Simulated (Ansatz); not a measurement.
Mg (4 atoms in the cell), run with Ansatz.

```
crystal:
  lattice:
    - [3.1516493786, 0.0, 0.0]
    - [-1.5758246893, 2.7294084257, 0.0]
    - [0.0, 0.0, 10.1219018601]
  atoms:
    - { symbol: Mg, position: [0.0, 0.0, 0.0] }
    - { symbol: Mg, position: [0.3333333333, 0.6666666667, 0.25] }
    - { symbol: Mg, position: [0.0, 0.0, 0.5] }
    - { symbol: Mg, position: [0.6666666667, 0.3333333333, 0.75] }
basis:
  ecutwfc: 420
kpoints:
  mp_grid: { grid: [18, 18, 4] }
hamiltonian:
  xc: pbe
  dispersion: d3bj
  hubbard: { sites: [{ species: Mg, l: p, u_eff: -5.0 }] }
scf:
  occupations: { method: gaussian, width: 0.1 }
  max_iter: 100
output:
  forces: true
  eigenvalues: true
  stress: true
```

Launched with:
```bash
ansatz run input.yaml --threads 1 --pin off --max-ram 2560MiB --backend cpu --events-out ev --progress --plain --runs-dir out
```

What does the convergence history look like?

Answer. It converged, after 8 iterations. The residual falls at every step. The input holds a fault (an enormous or negative U). The SCF closed all the same, which doesn't make the results meaningful for the real system.

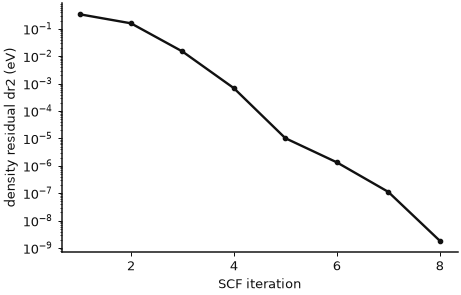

SCF iterations of a calculation: density residual dr2.
